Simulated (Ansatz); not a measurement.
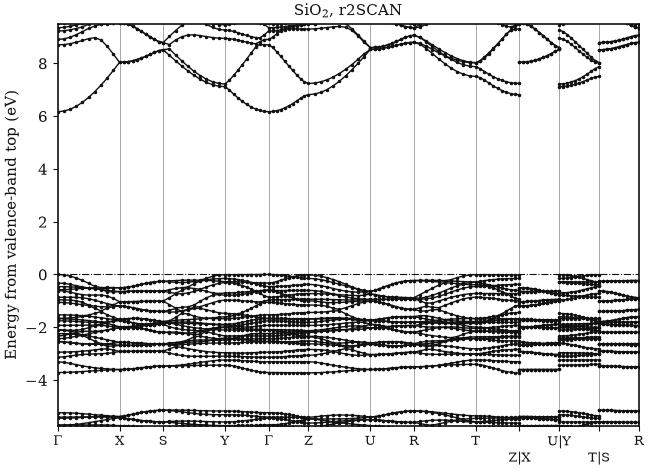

Band structure. Energies are counted from the top of the valence band.

Structure: SiO2, space group Pmma (No. 51), 18 atoms in the cell; a = 5.24 Å, b = 7.43 Å, c = 8.13 Å, α = 90.00°, β = 90.00°, γ = 90.00°.

Computed with Ansatz: DFT r2SCAN, scalar-relativistic, plane waves, PAW, no spin polarisation, 4×4×4 k mesh, Gaussian smearing of 0.02 eV.

Q: What does the band structure say about the gap?

A: An insulator. The gap along this path is 6.17 eV and direct: both edges lie at Γ.

Q: How many bands meet at the valence-band top?

A: The top valence level at Γ is a single band, not degenerate (spin aside).
